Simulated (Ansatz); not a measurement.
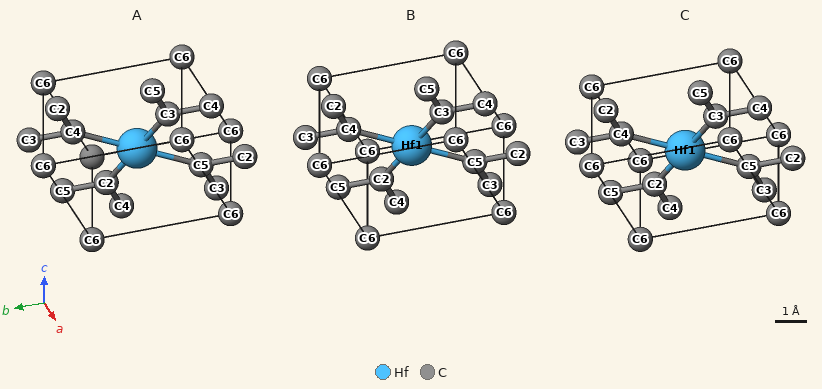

3 geometries from one relaxation of a crystal of HfC₅ (a generated structure, set up in P4/mmm) (coarse preliminary run), in shuffled order. The picture is a ball-and-stick view of the cell of the calculation, seen from a free direction.

Method: Ansatz, DFT PBE, scalar-relativistic, plane waves, PAW. Settings: plane-wave cutoff 420 eV; k-point mesh 4 × 4 × 6; occupations gaussian; smearing width 0.1 eV; no spin polarisation; cell and atoms relaxed; force threshold 0.04 eV/Å; at most 70 steps.

Put them in the order of the run, from the start to the converged end.

B, A, C. They are steps 0, 3, 7, at +0.288 eV per cell of the calculation, +0.156 eV per cell of the calculation relative to the last. Over 6 accepted moves (7 points after the start) the energy falls by 0.288 eV per cell of the calculation. Largest force component: 0.059 eV/Å at the start, 0.0095 eV/Å at the end. Pressure: 0.42 GPa at the start and −0.06 GPa at the end. The SCF was repeated once at an unchanged geometry on a basis and grid sized afresh for the cell, which shifted the energy by 2.3 meV per cell of the calculation at most. The atoms keep their places relative to the cell (all moves are under 0.005 Å). The drawn cell changes as follows: a = b 4.788 → 4.852 Å (+1.3 %), c 3.396 → 3.082 Å (−9.3 %); the volume changes by −6.8 %. Among the contacts that change: Hf1–Hf1 3.396 → 3.082 Å, Hf1–C2 2.315 → 2.342 Å, C2–C4 1.514 → 1.540 Å. The space group stays P4/mmm (No. 123). The run took 25 s on 1 thread of Arm Neoverse V2 (shared host), peak memory 0.37 GiB.
